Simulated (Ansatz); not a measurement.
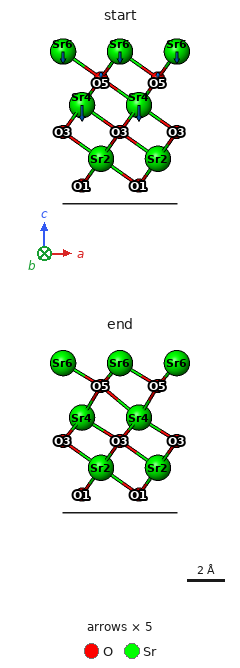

The structure of a slab of composition SrO (cut from the Fm-3m phase) before (top) and after (bottom) a constrained relaxation, at one scale. The blue arrows give the displacements, 5 times their true length.

A ball-and-stick model of the 2 × 2 repeat of the cell, outlined in the plane, without the vacuum, seen along the b axis.

Case: clean slab, lower half held. The slab is the (1 1 1) face of SrO. 3 atoms are held fixed.

Computed with DFT PBEsol, scalar-relativistic, plane waves, PAW (Ansatz 0.2.0). (plane-wave cutoff 420 eV; k-point mesh 9 × 9 × 1; occupations gaussian; smearing width 0.05 eV; no spin polarisation; dipole correction; atoms relaxed in a fixed cell; force threshold 0.03 eV/Å; at most 70 steps)

**Summarise the run.**

Sr4 moves most: 0.19 Å along the normal (−c). Largest moves by element: Sr 0.19 Å, O 0.08 Å. The lattice vectors keep their values. Some distances before and after: Sr4–O5 2.561 → 2.725 Å, Sr2–Sr4 3.622 → 3.470 Å, O5–Sr6 2.561 → 2.440 Å, O3–Sr4 2.561 → 2.457 Å. Among the angles between lasting bonds that change: Sr4–O5–Sr6 180.0° → 171.1°, O3–Sr4–O5 180.0° → 171.8°, Sr4–O5–Sr4 90.0° → 83.3°. Over 3 accepted moves (4 points after the start) the energy falls by 0.207 eV per cell of the calculation. The largest force component goes from 1.4 to 0.027 eV/Å. 1 step only repeated the SCF at the same geometry.
